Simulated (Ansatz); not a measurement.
## A series of single points on C₁₂N

System: C₁₂N (slab, 26 atoms in the cell).
Method: DFT PBE, scalar-relativistic, plane waves, PAW, PAW set soft_1, no spin polarisation (Ansatz 0.2.0).

The 5 runs differ only in the geometry, by a shift of atoms along one path in a fixed cell. The shift s is measured from run 3: N25 moves along the Cartesian direction (−1.00, 0.00, 0.00), and N26 with it in fixed proportion. The structure derives from an entry of the Crystallography Open Database.

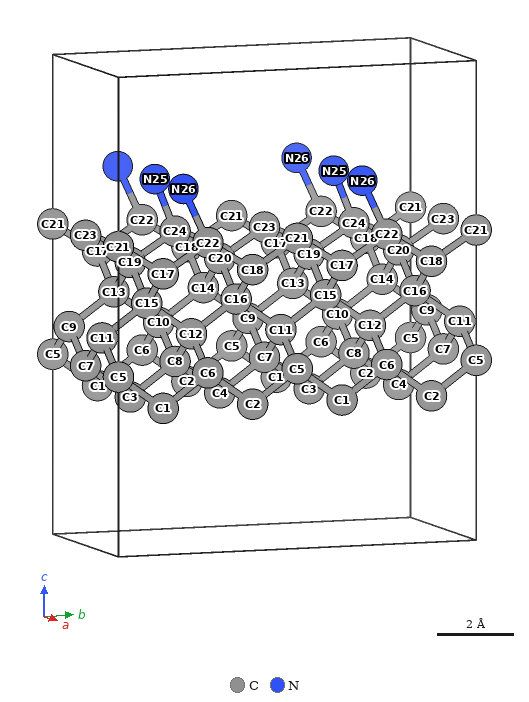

Figure 1. The structure of run 3 (ball-and-stick view of the 1 × 2 repeat of the cell, with the vacuum cut short, seen slightly off an axis; atoms are numbered from 1 in the order of the input). An atom can appear more than once, as a periodic image.

## Input of run 3
```yaml
crystal:
  lattice:
    - [5.0509324483, 0.0, 0.0]
    - [0.0, 5.0509324483, 0.0]
    - [0.0, 0.0, 22.375493353]
  atoms:
    - { symbol: C, position: [0.0, 0.25, 0.178767008] }
    - { symbol: C, position: [0.0, 0.75, 0.178767008] }
    - { symbol: C, position: [0.5, 0.25, 0.178767008] }
    - { symbol: C, position: [0.5, 0.75, 0.178767008] }
    - { symbol: C, position: [0.0, 0.0, 0.218671699] }
    - { symbol: C, position: [0.0, 0.5, 0.218671699] }
    - { symbol: C, position: [0.5, 0.0, 0.218671699] }
    - { symbol: C, position: [0.5, 0.5, 0.218671699] }
    - { symbol: C, position: [0.25, 0.0, 0.2585763899] }
    - { symbol: C, position: [0.25, 0.5, 0.2585763899] }
    - { symbol: C, position: [0.75, 0.0, 0.2585763899] }
    - { symbol: C, position: [0.75, 0.5, 0.2585763899] }
    - { symbol: C, position: [0.25, 0.25, 0.2976014419] }
    - { symbol: C, position: [0.25, 0.75, 0.2976014419] }
    - { symbol: C, position: [0.75, 0.25, 0.2976014419] }
    - { symbol: C, position: [0.75, 0.75, 0.2976014419] }
    - { symbol: C, position: [0.0, 0.25, 0.3394883053] }
    - { symbol: C, position: [0.0, 0.75, 0.3394883053] }
    - { symbol: C, position: [0.5, 0.25, 0.3394883053] }
    - { symbol: C, position: [0.5, 0.75, 0.3394883053] }
    - { symbol: C, position: [0.0, 0.0, 0.3743154719] }
    - { symbol: C, position: [0.0, 0.5, 0.3743154719] }
    - { symbol: C, position: [0.5, 0.0, 0.3743154719] }
    - { symbol: C, position: [0.5, 0.5, 0.3743154719] }
    - { symbol: "N", position: [0.532416413, 0.375, 0.4386715948] }
    - { symbol: "N", position: [0.967583587, 0.375, 0.4386715948] }
basis:
  ecutwfc: 420
kpoints:
  mp_grid: { grid: [5, 5, 1] }
hamiltonian:
  xc: pbe
  pseudopotentials: { kind: paw, azcp: { folder: soft_1 } }
scf:
  occupations: { method: gaussian, width: 0.05 }
output:
  forces: true
  eigenvalues: true
efield:
  axis: 3
  dipole_correction: true
  ramp_width: 0.04
```

Command:
```bash
ansatz run input.yaml --threads 2 --pin off --max-ram 6144MiB --backend cpu --events-out ev --progress --plain --runs-dir out
```

Run 4 differs from it as follows:
```diff
-    - { symbol: "N", position: [0.532416413, 0.375, 0.4386715948] }
-    - { symbol: "N", position: [0.967583587, 0.375, 0.4386715948] }
+    - { symbol: "N", position: [0.4942056465, 0.375, 0.4386715948] }
+    - { symbol: "N", position: [1.0057943535, 0.375, 0.4386715948] }
```

## Results, with one run withheld

```tsv
run	shift s of N25 (Å)	free energy per atom, from the lowest run given (meV)	force along the path (eV/Å)
1	−0.4645	0.00	−6.420
2	−0.1765	114.66	−7.184
3	0.0000	144.97	−2.244
4	0.1930	?	?
5	0.4000	136.52	3.905
```

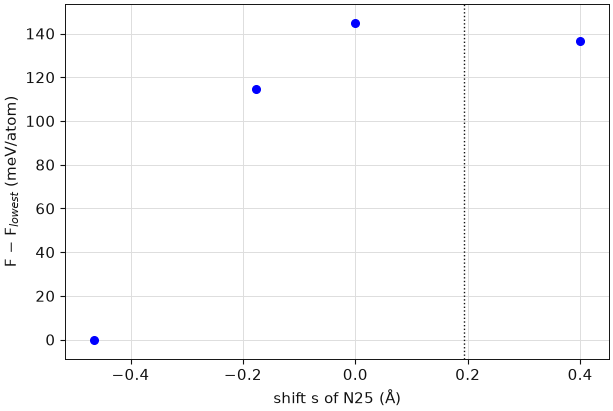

Figure 2. Free energy per atom of the runs given; the dotted line marks run 4.

Estimate the energy of run 4 from the others.

A quadratic polynomial in the coordinate, fitted to the 4 runs given, misses them by at most 2.75 meV per atom. With x = s + 0.0602, it reads F = 138.1 + 178.9 x − 398.11 x² (meV per atom). At run 4 it gives 157.87 meV per atom, and the run itself gives 151.33. The slope of the fit gives a force −dF/ds of 0.590 eV/Å along the path (summed over the atoms that move), and the printed forces give 0.377 eV/Å. The fit has no minimum inside this range. The fit misses that run by 6.54 meV per atom.

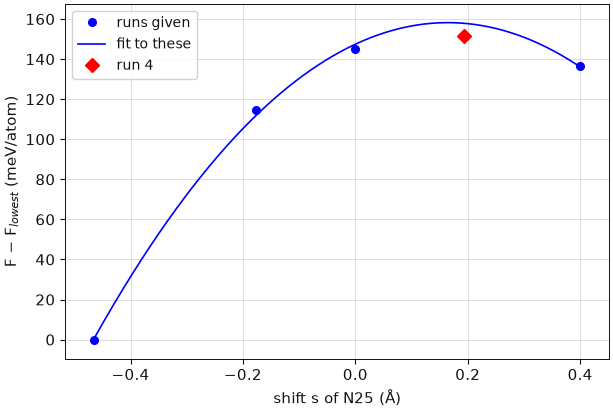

Figure 3. The fit and the withheld run.

## Output, shortened to warnings, some set-up lines, iterations and results (run 4)
```
Basis set: ecut = 420 eV, 11159 PW (Γ), exchange–correlation on 72×72×300 points (8 copies of the dense FFT grid, shifted against one another)
Symmetry: 2 space group operations
k-points: 9 of 25 (time reversal used)
Initial density: superposition of atomic densities (neutral atoms: chi_scale 0, normalization atom)
[...]
SCF iter   1: F=—  HF=-6762.735146 eV  |F-HF|=—  |Δ(HF+E_count)|=         —  Δρ=7.09e-2  dr2=4.69e1  ethr=3.10e-3  p=0.000 e·Å  D=1.09e-8 V/Å  ΔV_dip=-0.00 eV  …
SCF iter   2: F=—  HF=-6758.803836 eV  |F-HF|=—  |Δ(HF+E_count)|=    3.93e0  Δρ=5.15e-2  dr2=5.90e1  ethr=3.10e-3  p=0.220 e·Å  D=6.98e-2 V/Å  ΔV_dip=-1.56 eV  …
SCF iter   3: F=—  HF=-6756.464447 eV  |F-HF|=—  |Δ(HF+E_count)|=    2.34e0  Δρ=8.92e-3  dr2=9.34e-1  ethr=3.10e-3  p=0.077 e·Å  D=2.44e-2 V/Å  ΔV_dip=-0.55 eV  …
SCF iter   4: F=—  HF=-6756.460627 eV  |F-HF|=—  |Δ(HF+E_count)|=   3.82e-3  Δρ=6.51e-3  dr2=6.34e-1  ethr=8.82e-4  p=0.057 e·Å  D=1.81e-2 V/Å  ΔV_dip=-0.40 eV  …
SCF iter   5: F=—  HF=-6756.441606 eV  |F-HF|=—  |Δ(HF+E_count)|=   1.90e-2  Δρ=3.05e-3  dr2=1.01e-1  ethr=5.98e-4  p=0.043 e·Å  D=1.36e-2 V/Å  ΔV_dip=-0.30 eV  …
SCF iter   6: F=—  HF=-6756.436837 eV  |F-HF|=—  |Δ(HF+E_count)|=   4.77e-3  Δρ=9.88e-4  dr2=8.21e-3  ethr=9.49e-5  p=0.034 e·Å  D=1.09e-2 V/Å  ΔV_dip=-0.24 eV  …
SCF iter   7: F=—  HF=-6756.437066 eV  |F-HF|=—  |Δ(HF+E_count)|=   2.30e-4  Δρ=3.58e-4  dr2=1.33e-3  ethr=7.75e-6  p=0.032 e·Å  D=1.02e-2 V/Å  ΔV_dip=-0.23 eV  …
SCF iter   8: F=—  HF=-6756.437144 eV  |F-HF|=—  |Δ(HF+E_count)|=   7.76e-5  Δρ=1.74e-4  dr2=3.23e-4  ethr=1.26e-6  p=0.033 e·Å  D=1.04e-2 V/Å  ΔV_dip=-0.23 eV  …
SCF iter   9: F=—  HF=-6756.437171 eV  |F-HF|=—  |Δ(HF+E_count)|=   2.73e-5  Δρ=6.18e-5  dr2=4.85e-5  ethr=3.05e-7  p=0.033 e·Å  D=1.05e-2 V/Å  ΔV_dip=-0.23 eV  …
SCF iter  10: F=—  HF=-6756.437438 eV  |F-HF|=—  |Δ(HF+E_count)|=   2.67e-4  Δρ=1.76e-5  dr2=3.06e-6  ethr=4.58e-8  p=0.033 e·Å  D=1.05e-2 V/Å  ΔV_dip=-0.24 eV  …
SCF iter  11: F=—  HF=-6756.437442 eV  |F-HF|=—  |Δ(HF+E_count)|=   3.42e-6  Δρ=8.23e-6  dr2=5.21e-7  ethr=2.89e-9  p=0.033 e·Å  D=1.06e-2 V/Å  ΔV_dip=-0.24 eV  …
SCF iter  12: F=—  HF=-6756.437443 eV  |F-HF|=—  |Δ(HF+E_count)|=   1.43e-6  Δρ=4.29e-6  dr2=2.51e-7  ethr=9.43e-11  p=0.034 e·Å  D=1.06e-2 V/Å  ΔV_dip=-0.24 eV  …
SCF iter  13: F=-6756.437444 eV  HF=-6756.437443 eV  |F-HF|=1.23e-7  |Δ(HF+E_count)|=   3.71e-7  Δρ=1.39e-6  dr2=1.29e-8  ethr=9.43e-11  p=0.034 e·Å  D=1.06e-2 V/Å  …
SCF 1 converged in 13 iterations: F = -6756.437444 eV  dr2 = 1.29e-8
SCF converged after 13 iterations
Free energy (F): -6756.437444 eV
Harris-Foulkes:  -6756.437443 eV  (|F-HF|=1.23e-7)
Internal energy: -6756.421232 eV  (E = F + TS)
E sigma→0 (E₀):  -6756.429338 eV
Entropy (-TS):   -0.016211 eV (-0.624 meV/atom)
Fermi energy:    -1.865700 eV
Dipole field:    D = 0.010631 V/Å  (p = 0.033536 e·Å, saw-weighted, corrected)
Work function:   Φ+ = 7.1816 eV   Φ− = 7.4194 eV
Levels:          The Fermi level and band energies are counted from a zero that moves with the ramp; work functions are not
--- Per-component energies (eV) ---
  E_band       = -1078.239196
  E_kinetic    = 2305.493290
  E_local      = -78942.170390  (includes V_loc(G=0)·N_el)
  E_nonlocal   = 632.985646
  E_hartree    = 38327.717505
  E_xc         = -1228.822439
  E_vxc        = -1517.331897  (∫ρ·V_xc dr)
  E_paw        = -2644.831226  (= ΣΔE_a)
  E_vpaw       = -213.036494  (= ΣTr[D̂ρ^β])
  E_aug_tail   = 0.001870  (compensation charges beyond the density's cutoff)
  E_efield     = 0.000178  (sawtooth field / dipole correction)
  E_vefield    = 0.394927  (∫n·V_field dr)
  E_ewald      = 34793.204335
  E_smearing   = -0.016211  (= −TS)
  E_closure    = 0.000000  (closes the sum)
  Σ components = -6756.437444   (vs F -6756.437444, Δ=0.00e0)
--- Forces (eV/Å), atoms counted from 1 ---
  atom   1  C     -0.01347689     0.01328377     2.24338709
  atom   2  C     -0.01368431    -0.02317597     2.23538361
  atom   3  C      0.01347689     0.01328377     2.24338709
  atom   4  C      0.01368431    -0.02317597     2.23538361
  atom   5  C      0.01788103    -0.03461591    -2.52192635
  atom   6  C      0.01144903     0.05302634    -2.54546685
  atom   7  C     -0.01788103    -0.03461591    -2.52192635
  atom   8  C     -0.01144903     0.05302634    -2.54546685
  atom   9  C      0.00000000     0.10253119     0.11882530
  atom  10  C      0.00000000    -0.12156406     0.07323698
  atom  11  C      0.00000000     0.11457227     0.11330324
  atom  12  C      0.00000000    -0.12820539     0.08185856
  atom  13  C      0.00000000     0.07826468    -0.24637304
  atom  14  C      0.00000000    -0.21419612     0.11598730
  atom  15  C      0.00000000     0.02748978    -0.30172123
  atom  16  C      0.00000000    -0.24072427     0.11150353
  atom  17  C     -0.09041808     0.04656419    -1.79553909
  atom  18  C      0.03528892     0.44158894     1.03240747
  atom  19  C      0.09041808     0.04656419    -1.79553909
  atom  20  C     -0.03528892     0.44158894     1.03240747
  atom  21  C      0.02911144     2.11695374     1.06570876
  atom  22  C     -0.16310685    -4.32143749     3.92805867
  atom  23  C     -0.02911144     2.11695374     1.06570876
  atom  24  C      0.16310685    -4.32143749     3.92805867
[...]
```
